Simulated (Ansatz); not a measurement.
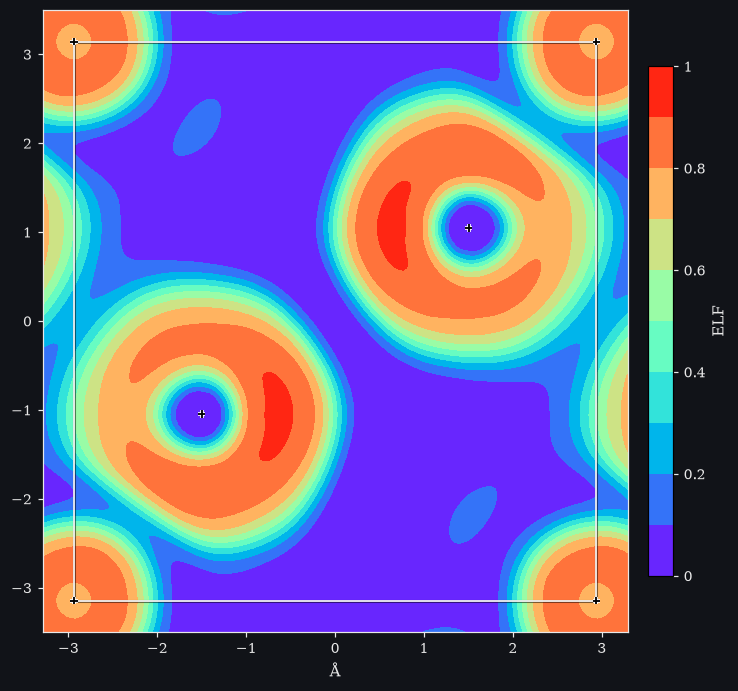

The electron localisation function on a plane through atoms (crosses mark nuclei in the plane).

Method: DFT, PBE, plane waves, PAW (Ansatz 0.2.0).

Candidates:
A. KI, a = 4.91 Å, b = 4.91 Å, c = 7.13 Å, α = 90.00°, β = 90.00°, γ = 90.00°. Space group I4/mmm; started from the measured structure prototype, which need not be the ambient phase; changed on purpose from its base cell (epitaxial xy strain -2.0%).
B. HfS2, a = 3.63 Å, b = 3.63 Å, c = 5.88 Å, α = 90.00°, β = 90.00°, γ = 120.00°. Space group P-3m1; a structure from a database of computed crystals, not necessarily the ambient phase; started from the database structure prototype, which need not be the ambient phase; computed pressure about 2 GPa in this cell.

Q: Which system is this?

A: Candidate B: HfS2 on the (110) plane of the conventional cell, which holds Hf and S. Hf–S (2.54 Å): the ELF peaks at about 0.85 in the valence shell of S, 0.8 Å from its nucleus, and is about 0.40 at the midpoint.
